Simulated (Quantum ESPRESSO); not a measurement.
**Run report: SrO, projected density-of-states run**

SrO (P1, 2 atoms in the cell), computed with Kohn-Sham DFT of a periodic cell, revPBE with D3, spin-orbit coupling, PseudoDojo 0.4 FR PBE standard (Quantum ESPRESSO 7.5).

The structure derives from an entry of the Crystallography Open Database.

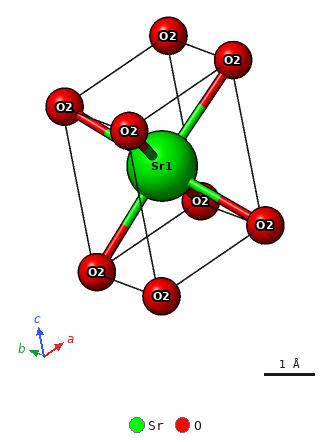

**Figure 1.** The structure as given in the input (ball-and-stick view of the cell of the calculation, seen slightly off an axis; atoms are numbered from 1 in the order of the input).

## Input
```
&CONTROL
  calculation = 'scf'
  prefix = 'pwscf'
  outdir = './tmp'
  pseudo_dir = './pseudo'
  tprnfor = .true.
  tstress = .true.
  disk_io = 'low'
/
&SYSTEM
  ibrav = 0
  nat = 2
  ntyp = 2
  ecutwfc = 84
  nbnd = 34
  input_dft = 'revpbe'
  occupations = 'smearing'
  smearing = 'fd'
  degauss = 0.00183747
  noncolin = .true.
  lspinorb = .true.
  starting_magnetization(1) = 0.0501
  angle1(1) = 90
  angle2(1) = 45
  starting_magnetization(2) = 0
  vdw_corr = 'grimme-d3'
  dftd3_version = 3
/
&ELECTRONS
  conv_thr = 4d-10
  electron_maxstep = 120
  mixing_beta = 0.3
  diagonalization = 'paro'
/
ATOMIC_SPECIES
Sr    87.6200 Sr.upf
O     15.9990 O.upf
CELL_PARAMETERS angstrom
   0.0000000000    2.5663000000    2.5663000000
   2.5663000000    0.0000000000    2.5663000000
   2.5663000000    2.5663000000    0.0000000000
ATOMIC_POSITIONS angstrom
Sr     2.5737422700    2.5769552776    2.5530373616
O     -0.0179256055    0.0448332610    0.0520727933
K_POINTS automatic
1 1 1 0 0 0
```

## File nscf.in
```
&CONTROL
  calculation = 'nscf'
  prefix = 'pwscf'
  outdir = './tmp'
  pseudo_dir = './pseudo'
  disk_io = 'low'
/
&SYSTEM
  ibrav = 0
  nat = 2
  ntyp = 2
  ecutwfc = 84
  nbnd = 34
  input_dft = 'revpbe'
  occupations = 'tetrahedra_opt'
  noncolin = .true.
  lspinorb = .true.
  starting_magnetization(1) = 0.0501
  angle1(1) = 90
  angle2(1) = 45
  starting_magnetization(2) = 0
  vdw_corr = 'grimme-d3'
  dftd3_version = 3
/
&ELECTRONS
  conv_thr = 1d-08
  electron_maxstep = 120
  mixing_beta = 0.3
  diagonalization = 'paro'
/
ATOMIC_SPECIES
Sr    87.6200 Sr.upf
O     15.9990 O.upf
CELL_PARAMETERS angstrom
   0.0000000000    2.5663000000    2.5663000000
   2.5663000000    0.0000000000    2.5663000000
   2.5663000000    2.5663000000    0.0000000000
ATOMIC_POSITIONS angstrom
Sr     2.5737422700    2.5769552776    2.5530373616
O     -0.0179256055    0.0448332610    0.0520727933
K_POINTS automatic
2 2 2 0 0 0
```

## File projwfc.in
```
&PROJWFC
  prefix = 'pwscf'
  outdir = './tmp'
  filpdos = 'p'
  Emin = -4
  Emax = 21
  DeltaE = 0.05
/
```

Command:
```bash
OMP_NUM_THREADS=1 pw.x -in pw.in > pw.out
OMP_NUM_THREADS=1 pw.x -in nscf.in > nscf.out
OMP_NUM_THREADS=1 projwfc.x -in projwfc.in > projwfc.out
```

## What the program printed
```
This program is part of the open-source Quantum ESPRESSO suite
     for quantum simulation of materials; please cite
         "P. Giannozzi et al., J. Phys.:Condens. Matter 21 395502 (2009);
         "P. Giannozzi et al., J. Phys.:Condens. Matter 29 465901 (2017);
         "P. Giannozzi et al., J. Chem. Phys. 152 154105 (2020);
          URL
     in publications or presentations arising from this work. More details at

     IMPORTANT: XC functional enforced from input :
     Exchange-correlation= REVPBE
                           (   1   4   4   4   0   0   0)
     Any further DFT definition will be discarded
     Please, verify this is what you really want

     Fixed quantization axis for GGA:     0.707107    0.707107    0.000000

     G-vector sticks info
     --------------------
     sticks:   dense  smooth     PW     G-vecs:    dense   smooth      PW
     Sum        1075    1075    271                23589    23589    2975

     Using Slab Decomposition

     bravais-lattice index     =            0
     lattice parameter (alat)  =       6.8584  a.u.
     unit-cell volume          =     228.1124 (a.u.)^3
     number of atoms/cell      =            2
     number of atomic types    =            2
     number of electrons       =        16.00
     number of Kohn-Sham states=           34
     kinetic-energy cutoff     =      84.0000  Ry
     charge density cutoff     =     336.0000  Ry
     scf convergence threshold =      4.0E-10
     mixing beta               =       0.3000
     number of iterations used =            8  plain     mixing
     Exchange-correlation= REVPBE
                           (   1   4   4   4   0   0   0)
     Noncollinear calculation with spin-orbit

     celldm(1)=   6.858376  celldm(2)=   0.000000  celldm(3)=   0.000000
     celldm(4)=   0.000000  celldm(5)=   0.000000  celldm(6)=   0.000000

     crystal axes: (cart. coord. in units of alat)
               a(1) = (   0.000000   0.707107   0.707107 )
               a(2) = (   0.707107   0.000000   0.707107 )
               a(3) = (   0.707107   0.707107   0.000000 )

     reciprocal axes: (cart. coord. in units 2 pi/alat)
               b(1) = ( -0.707107  0.707107  0.707107 )
               b(2) = (  0.707107 -0.707107  0.707107 )
               b(3) = (  0.707107  0.707107 -0.707107 )

     PseudoPot. # 1 for Sr read from file:
     Sr.upf
     Pseudo is Norm-conserving + core correction, Zval = 10.0
     Generated using ONCVPSP code by D. R. Hamann
     Using radial grid of 1834 points, 10 beta functions with:
                l(1) =   0
                l(2) =   0
                l(3) =   1
                l(4) =   1
                l(5) =   1
                l(6) =   1
                l(7) =   2
                l(8) =   2
                l(9) =   2
               l(10) =   2

     PseudoPot. # 2 for O  read from file:
     O.upf
     Pseudo is Norm-conserving + core correction, Zval =  6.0
     Generated using ONCVPSP code by D. R. Hamann
     Using radial grid of  936 points,  8 beta functions with:
                l(1) =   0
                l(2) =   0
                l(3) =   1
                l(4) =   1
                l(5) =   1
                l(6) =   1
                l(7) =   2
                l(8) =   2

     atomic species   valence    mass     pseudopotential
     Sr               10.00    87.62000     Sr( 1.00)
     O                 6.00    15.99900     O ( 1.00)

     No symmetry found

   Cartesian axes

     site n.     atom                  positions (alat units)
         1        Sr     tau(   1) = (   0.7091574   0.7100427   0.7034525  )
         2        O      tau(   2) = (  -0.0049391   0.0123532   0.0143479  )

     --------------------------------------------
     DFT-D3 Dispersion Correction (3-body terms):
     --------------------------------------------
       Reference C6 values for interpolation:

         atom   Coordination number   C6
         O          0.000            31.01
         O          0.993            25.63
         O          1.989            20.74
         Sr         0.000          6762.73
         Sr         0.980          4625.32
         Sr         1.914           983.49

       Values used:

         atom   Coordination number  R0_AB[au]  C6      C8
         Sr        18.438            4.230    983.49 221986.18
         O          5.814            2.345     20.74    418.58

         Molecular C6 ( Ry / a.u.^6 ) =      1251.89

     number of k points=     1  Fermi-Dirac smearing, width (Ry)=  0.0018
                       cart. coord. in units 2pi/alat
        k(    1) = (   0.0000000   0.0000000   0.0000000), wk =   1.0000000

     Dense  grid:    23589 G-vectors     FFT dimensions: (  45,  45,  45)

     Generating pointlists ...
     new r_m :   0.2843 (alat units)  1.9498 (a.u.) for type    1
     new r_m :   0.2843 (alat units)  1.9498 (a.u.) for type    2

     Initial potential from superposition of free atoms

     starting charge      15.9916, renormalised to      16.0000

 ==============================================================================
     atom number    1 relative position :    0.7092   0.7100   0.7035
     charge :     7.198673  (integrated on a sphere of radius 0.284)
     magnetization :          0.253716    0.253716    0.000000
     magnetization/charge:    0.035245    0.035245    0.000000
     polar coord.: r, theta, phi [deg] :     0.358809   90.000000   45.000000

 ==============================================================================

 ==============================================================================
     atom number    2 relative position :   -0.0049   0.0124   0.0143
     charge :     5.889295  (integrated on a sphere of radius 0.284)
     magnetization :          0.015760    0.015760    0.000000
     magnetization/charge:    0.002676    0.002676    0.000000
     polar coord.: r, theta, phi [deg] :     0.022287   90.000000   45.000000

 ==============================================================================
     Starting wfcs are   18 randomized atomic wfcs +   16 random wfcs

     Self-consistent Calculation

     iteration #  1     ecut=    84.00 Ry     beta= 0.30
     ParO style diagonalization
     ethr =  1.00E-02,  avg # of iterations =  8.1

     total energy              =    -101.23694403 Ry
     estimated scf accuracy    <       1.11476789 Ry

     total magnetization       =    -0.00     0.00    -0.00 Bohr mag/cell
     absolute magnetization    =     0.02 Bohr mag/cell

     iteration #  2     ecut=    84.00 Ry     beta= 0.30
     ParO style diagonalization
     ethr =  6.97E-03,  avg # of iterations =  5.3

     total energy              =    -101.31795139 Ry
     estimated scf accuracy    <       0.13332514 Ry

     total magnetization       =     0.00     0.00    -0.00 Bohr mag/cell
     absolute magnetization    =     0.01 Bohr mag/cell

     iteration #  3     ecut=    84.00 Ry     beta= 0.30
     ParO style diagonalization
     ethr =  8.33E-04,  avg # of iterations =  5.6

     total energy              =    -101.34541980 Ry
     estimated scf accuracy    <       0.02923525 Ry

     total magnetization       =     0.00     0.00     0.00 Bohr mag/cell
     absolute magnetization    =     0.01 Bohr mag/cell

     iteration #  4     ecut=    84.00 Ry     beta= 0.30
     ParO style diagonalization
     ethr =  1.83E-04,  avg # of iterations =  8.7

     total energy              =    -101.34716054 Ry
     estimated scf accuracy    <       0.00402702 Ry

     total magnetization       =    -0.00     0.00     0.00 Bohr mag/cell
     absolute magnetization    =     0.00 Bohr mag/cell

     iteration #  5     ecut=    84.00 Ry     beta= 0.30
     ParO style diagonalization
     ethr =  2.52E-05,  avg # of iterations =  5.0

     total energy              =    -101.34736930 Ry
     estimated scf accuracy    <       0.00036981 Ry

     total magnetization       =     0.00     0.00     0.00 Bohr mag/cell
     absolute magnetization    =     0.00 Bohr mag/cell

     iteration #  6     ecut=    84.00 Ry     beta= 0.30
     ParO style diagonalization
     ethr =  2.31E-06,  avg # of iterations =  4.9

     total energy              =    -101.34749123 Ry
     estimated scf accuracy    <       0.00019481 Ry

     total magnetization       =     0.00     0.00    -0.00 Bohr mag/cell
     absolute magnetization    =     0.00 Bohr mag/cell

     iteration #  7     ecut=    84.00 Ry     beta= 0.30
     ParO style diagonalization
     ethr =  1.22E-06,  avg # of iterations =  4.9

     total energy              =    -101.34747892 Ry
     estimated scf accuracy    <       0.00004550 Ry

     total magnetization       =    -0.00    -0.00    -0.00 Bohr mag/cell
     absolute magnetization    =     0.00 Bohr mag/cell

     iteration #  8     ecut=    84.00 Ry     beta= 0.30
     ParO style diagonalization
     ethr =  2.84E-07,  avg # of iterations =  5.0

     total energy              =    -101.34748782 Ry
     estimated scf accuracy    <       0.00000044 Ry

     total magnetization       =    -0.00    -0.00    -0.00 Bohr mag/cell
     absolute magnetization    =     0.00 Bohr mag/cell

     iteration #  9     ecut=    84.00 Ry     beta= 0.30
     ParO style diagonalization
     ethr =  2.74E-09,  avg # of iterations =  9.6

     total energy              =    -101.34748786 Ry
     estimated scf accuracy    <       0.00000062 Ry

     total magnetization       =    -0.00    -0.00    -0.00 Bohr mag/cell
     absolute magnetization    =     0.00 Bohr mag/cell

     iteration # 10     ecut=    84.00 Ry     beta= 0.30
     ParO style diagonalization
     ethr =  2.74E-09,  avg # of iterations =  4.8

     total energy              =    -101.34748800 Ry
     estimated scf accuracy    <          8.3E-09 Ry

     total magnetization       =    -0.00    -0.00    -0.00 Bohr mag/cell
     absolute magnetization    =     0.00 Bohr mag/cell

     iteration # 11     ecut=    84.00 Ry     beta= 0.30
     ParO style diagonalization
     ethr =  5.20E-11,  avg # of iterations =  8.6

     total energy              =    -101.34748800 Ry
     estimated scf accuracy    <          1.5E-09 Ry

     total magnetization       =    -0.00    -0.00    -0.00 Bohr mag/cell
     absolute magnetization    =     0.00 Bohr mag/cell

     iteration # 12     ecut=    84.00 Ry     beta= 0.30
     ParO style diagonalization
     ethr =  9.09E-12,  avg # of iterations =  7.9

 ==============================================================================
     atom number    1 relative position :    0.7092   0.7100   0.7035
     charge :     7.169549  (integrated on a sphere of radius 0.284)
     magnetization :          0.000001    0.000001    0.000000
     magnetization/charge:    0.000000    0.000000    0.000000
     polar coord.: r, theta, phi [deg] :     0.000001   70.557563   49.601614

 ==============================================================================

 ==============================================================================
     atom number    2 relative position :   -0.0049   0.0124   0.0143
     charge :     6.802074  (integrated on a sphere of radius 0.284)
     magnetization :         -0.000004   -0.000004    0.000002
     magnetization/charge:   -0.000001   -0.000001    0.000000
     polar coord.: r, theta, phi [deg] :     0.000006   67.040366 -137.464449

 ==============================================================================

     End of self-consistent calculation

          k = 0.0000 0.0000 0.0000 (  2975 PWs)   bands (ev):

   -24.5136 -24.5136  -6.9331  -6.9331  -5.7566  -5.7566  -5.7475  -5.7475
    -4.1348  -4.1348  10.6372  10.6372  10.6910  10.6910  10.6989  10.6989
    13.4832  13.4832  14.7108  14.7109  14.7301  14.7301  14.7679  14.7680
    16.8020  16.8020  16.8302  16.8302  21.6507  21.6507  32.4154  32.4154
    32.4552  32.4553

     the Fermi energy is    12.0524 ev

!    total energy              =    -101.34748800 Ry
     estimated scf accuracy    <          1.4E-10 Ry
     smearing contrib. (-TS)   =       0.00000000 Ry
     internal energy E=F+TS    =    -101.34748800 Ry

     The total energy is F=E-TS. E is the sum of the following terms:
     one-electron contribution =     -15.84176126 Ry
     hartree contribution      =      18.03755728 Ry
     xc contribution           =     -25.75844834 Ry
     ewald contribution        =     -77.74626846 Ry
     DFT-D3 Dispersion         =      -0.03856723 Ry

     total magnetization       =    -0.00    -0.00    -0.00 Bohr mag/cell
     absolute magnetization    =     0.00 Bohr mag/cell

     convergence has been achieved in  12 iterations

     Forces acting on atoms (cartesian axes, Ry/au):

     atom    1 type  1   force =     0.03497571   -0.04714342   -0.09019748
     atom    2 type  2   force =    -0.03497571    0.04714342    0.09019748

     Total force =     0.152193     Total SCF correction =     0.000016

     Computing stress (Cartesian axis) and pressure

          total   stress  (Ry/bohr**3)                   (kbar)     P=      387.33
   0.00261736  -0.00002327  -0.00004471          385.03       -3.42       -6.58
  -0.00002327   0.00262331   0.00006029           -3.42      385.90        8.87
  -0.00004471   0.00006029   0.00265840           -6.58        8.87      391.06

=------------------------------------------------------------------------------=
   JOB DONE.
=------------------------------------------------------------------------------=
```

## File projwfc.out
```
This program is part of the open-source Quantum ESPRESSO suite
     for quantum simulation of materials; please cite
         "P. Giannozzi et al., J. Phys.:Condens. Matter 21 395502 (2009);
         "P. Giannozzi et al., J. Phys.:Condens. Matter 29 465901 (2017);
         "P. Giannozzi et al., J. Chem. Phys. 152 154105 (2020);
          URL
     in publications or presentations arising from this work. More details at

     ./tmp/pwscf.save/

     IMPORTANT: XC functional enforced from input :
     Exchange-correlation= REVPBE
                           (   1   4   4   4   0   0   0)
     Any further DFT definition will be discarded
     Please, verify this is what you really want

     G-vector sticks info
     --------------------
     sticks:   dense  smooth     PW     G-vecs:    dense   smooth      PW
     Sum        1075    1075    313                23589    23589    3695

     Using Slab Decomposition

     Optimized tetrahedron method (read from file)
     [opt_tetra]  Optimized tetrahedron method is used.

     Calling projwave ....

  Problem Sizes
  natomwfc =           18
  nbnd     =           34
  nkstot   =            8
  npwx     =         2975
  nkb      =           58

     Atomic states used for projection
     (read from pseudopotential files):

     state #   1: atom   1 (Sr ), wfc  1 (l=0 j=0.5 m_j=-0.5)
     state #   2: atom   1 (Sr ), wfc  1 (l=0 j=0.5 m_j= 0.5)
     state #   3: atom   1 (Sr ), wfc  2 (l=1 j=1.5 m_j=-1.5)
     state #   4: atom   1 (Sr ), wfc  2 (l=1 j=1.5 m_j=-0.5)
     state #   5: atom   1 (Sr ), wfc  2 (l=1 j=1.5 m_j= 0.5)
     state #   6: atom   1 (Sr ), wfc  2 (l=1 j=1.5 m_j= 1.5)
     state #   7: atom   1 (Sr ), wfc  3 (l=1 j=0.5 m_j=-0.5)
     state #   8: atom   1 (Sr ), wfc  3 (l=1 j=0.5 m_j= 0.5)
     state #   9: atom   1 (Sr ), wfc  4 (l=0 j=0.5 m_j=-0.5)
     state #  10: atom   1 (Sr ), wfc  4 (l=0 j=0.5 m_j= 0.5)
     state #  11: atom   2 (O  ), wfc  1 (l=0 j=0.5 m_j=-0.5)
     state #  12: atom   2 (O  ), wfc  1 (l=0 j=0.5 m_j= 0.5)
     state #  13: atom   2 (O  ), wfc  2 (l=1 j=1.5 m_j=-1.5)
     state #  14: atom   2 (O  ), wfc  2 (l=1 j=1.5 m_j=-0.5)
     state #  15: atom   2 (O  ), wfc  2 (l=1 j=1.5 m_j= 0.5)
     state #  16: atom   2 (O  ), wfc  2 (l=1 j=1.5 m_j= 1.5)
     state #  17: atom   2 (O  ), wfc  3 (l=1 j=0.5 m_j=-0.5)
     state #  18: atom   2 (O  ), wfc  3 (l=1 j=0.5 m_j= 0.5)

[... projections at each k point ...]
Lowdin Charges:

     Atom #   1: total charge =   8.4364, s =  2.4400,
     Atom #   1: total charge =   8.4364, p =  5.9964,
     Atom #   2: total charge =   7.0347, s =  1.8751,
     Atom #   2: total charge =   7.0347, p =  5.1596,
     Spilling Parameter:   0.0331

=------------------------------------------------------------------------------=
   JOB DONE.
=------------------------------------------------------------------------------=
```

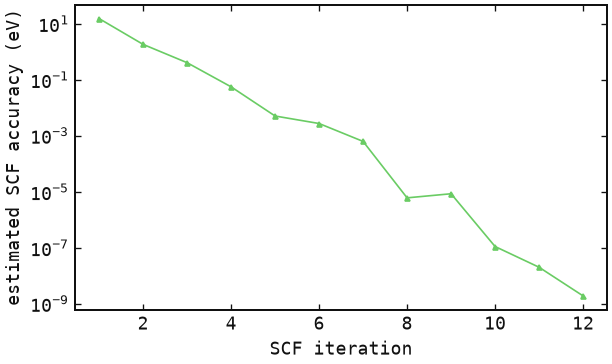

**Figure 2.** Convergence of the self-consistent field: estimated SCF accuracy against the iteration. The field takes 12 iterations in all.

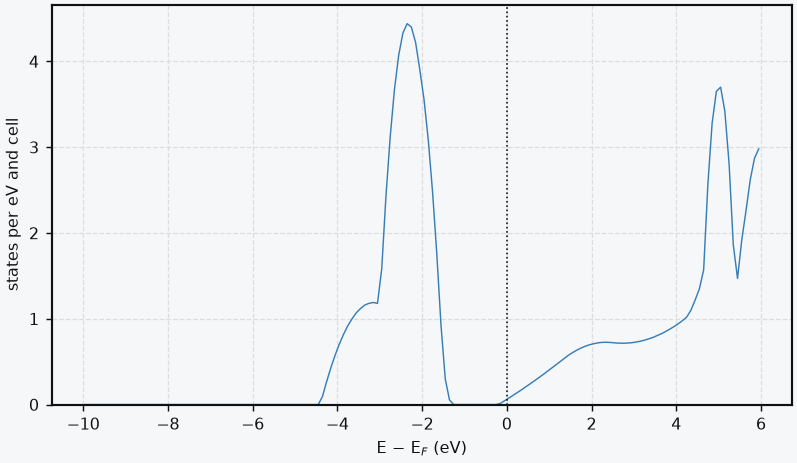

**Figure 3.** Density of states from the levels on the mesh of the run, whose fine structure reflects that mesh, with energies from the Fermi level of the run. At the top of the window the curve may fall because the computed bands end.

## Summary

```tsv
quantity	value
outcome	converged
space group (tolerance 0.01 Å)	P1 (1)
electrons treated	16
free energy	−1378.9028 eV
Fermi energy of the self-consistent step	12.052 eV
gap on the k-point mesh	2.78 eV
net moment of the cell	0.00 μB
integrated absolute moment	0.00 μB
pressure	38.73 GPa
largest force (length of the vector)	2.767 eV/Å
hardware	1 thread of Intel Xeon @ 2.60GHz (Ice Lake), 24 GiB of memory available, shared host
wall time	36 s
peak memory	0.12 GiB
```

## Remarks

Settings chosen away from the usual ones: diagonalization set to paro; k set to [1, 1, 1] (from [4, 4, 4]). The settings depart from the standard set-up of this series, which can bear on the numbers. Further notes kept with the run: potentials made for another functional. Points of doubt noted for this run: coarse mesh; potentials made for another functional.
